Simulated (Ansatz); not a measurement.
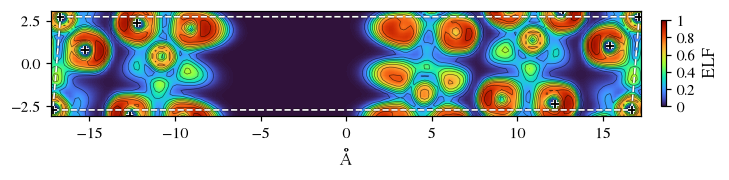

The ELF on a plane through atoms (crosses mark nuclei in the plane).

Method: Ansatz, Kohn-Sham DFT of a periodic cell, PBE with D3(BJ), Ansatz PAW.

Candidates:
A. WS2, a = 3.16 Å, b = 3.16 Å, c = 33.68 Å, α = 90.00°, β = 90.00°, γ = 120.00°. Space group P-3m1; a structure from a database of computed crystals, not necessarily the ambient phase.
B. CdF2, a = 5.44 Å, b = 5.44 Å, c = 5.44 Å, α = 90.00°, β = 90.00°, γ = 90.00°. Space group Fm-3m.

**Which system is this?**

Candidate A: WS2 on the (111) plane of the conventional cell, which holds W and S. W–S (2.41 Å): the ELF peaks at about 0.85 in the valence shell of S, 0.8 Å from its nucleus, and is about 0.50 at the midpoint.
